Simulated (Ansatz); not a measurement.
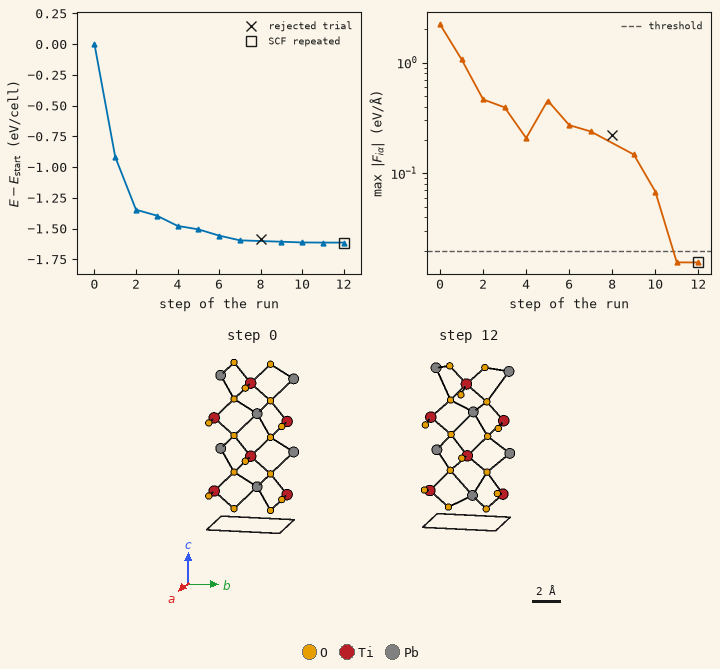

First and last geometry of a relaxation of a slab of composition Ti2Pb2O7 (cut from the P4mm phase), with the history of the run. Style: ball-and-stick. Shown: the cell of the calculation, outlined in the plane, without the vacuum, slightly off an axis.

The slab is the (1 1 0) face of TiPbO3.

All numbers below come from DFT PBE, scalar-relativistic, plane waves, PAW (Ansatz).

Input file:
```yaml
crystal:
  lattice:
    - [4.7789541706, 0.0, 0.0]
    - [0.0, 5.4296814679, 0.0]
    - [0.0, 0.0, 25.8593629357]
  atoms:
    - { symbol: O, position: [0.372500462, 0.75, 0.2900303468] }
    - { symbol: O, position: [0.372500462, 0.25, 0.2900303468] }
    - { symbol: Ti, position: [0.4836022059, 0.0, 0.3425227601] }
    - { symbol: Pb, position: [0.0424875525, 0.5, 0.3425227601] }
    - { symbol: O, position: [0.8477093175, 0.0, 0.3425227601] }
    - { symbol: O, position: [0.372500462, 0.25, 0.3950151734] }
    - { symbol: O, position: [0.372500462, 0.75, 0.3950151734] }
    - { symbol: Ti, position: [0.4836022059, 0.5, 0.4475075867] }
    - { symbol: Pb, position: [0.0424875525, 0.0, 0.4475075867] }
    - { symbol: O, position: [0.8477093175, 0.5, 0.4475075867] }
    - { symbol: O, position: [0.372500462, 0.75, 0.5] }
    - { symbol: O, position: [0.372500462, 0.25, 0.5] }
    - { symbol: Ti, position: [0.4836022059, 0.0, 0.5524924133] }
    - { symbol: Pb, position: [0.0424875525, 0.5, 0.5524924133] }
    - { symbol: O, position: [0.8477093175, 0.0, 0.5524924133] }
    - { symbol: O, position: [0.372500462, 0.25, 0.6049848266] }
    - { symbol: O, position: [0.372500462, 0.75, 0.6049848266] }
    - { symbol: Ti, position: [0.4836022059, 0.5, 0.6574772399] }
    - { symbol: Pb, position: [0.0424875525, 0.0, 0.6574772399] }
    - { symbol: O, position: [0.8477093175, 0.5, 0.6574772399] }
    - { symbol: O, position: [0.372500462, 0.75, 0.7099696532] }
    - { symbol: O, position: [0.372500462, 0.25, 0.7099696532] }
basis:
  ecutwfc: 420
kpoints:
  mp_grid: { grid: [6, 5, 1] }
hamiltonian:
  xc: pbe
scf:
  occupations: { method: gaussian, width: 0.05 }
output:
  forces: true
  eigenvalues: true
  write_density: true
  write_potential: true
  elf: true
  volumetric_format: npy
relax:
  adjacent_minimum: "off"
  f_tol: 0.02
  max_steps: 60
efield:
  axis: 3
  dipole_correction: true
  ramp_width: 0.04
```

Launched with:
```bash
ansatz run input.yaml --threads 4 --pin off --max-ram 9216MiB --backend cpu --events-out ev --progress --plain --runs-dir out
```

**What do the curves and the structures tell?**

It converged. Over 10 accepted moves (12 points after the start) the energy falls by 1.614 eV per cell of the calculation. The largest force component goes from 2.2 to 0.016 eV/Å. The line search rejected the trial step at point 8 of the run. 1 step only repeated the SCF at the same geometry. The largest moves relative to the layer's centre, 0.63 Å, are those of Pb4 and Pb19. Pb19 goes at 19° to the normal (+c side). Largest moves by element: Pb 0.63 Å, O 0.49 Å, Ti 0.20 Å. The lattice vectors keep their values. Among the contacts that change: O5–Pb9 2.870 → 2.257 Å, O16–Pb19 2.484 → 2.767 Å, O1–Pb4 2.484 → 2.268 Å, O1–Ti3 1.992 → 1.815 Å. Bond angles that change, for instance: Pb9–O11–Pb14 101.2° → 115.0°, Ti3–O1–Pb4 99.7° → 113.2°, O1–Pb4–O2 66.2° → 76.7°. The run took 8.3 min on 4 threads of Arm Neoverse V2 (shared host), peak memory 2.2 GiB.

```csv
step,"E − E(0), meV/atom","largest force component, eV/Å",note
0,0.00,2.2141,
1,-41.69,1.0684,
2,-61.19,0.4649,
3,-63.36,0.3938,
4,-67.17,0.2081,
5,-68.44,0.4542,
6,-70.76,0.2725,
7,-72.51,0.2386,
8,-71.92,0.2239,rejected
9,-73.03,0.1478,
10,-73.29,0.0684,
11,-73.34,0.0157,
12,-73.34,0.0157,"same geometry, SCF repeated"
```
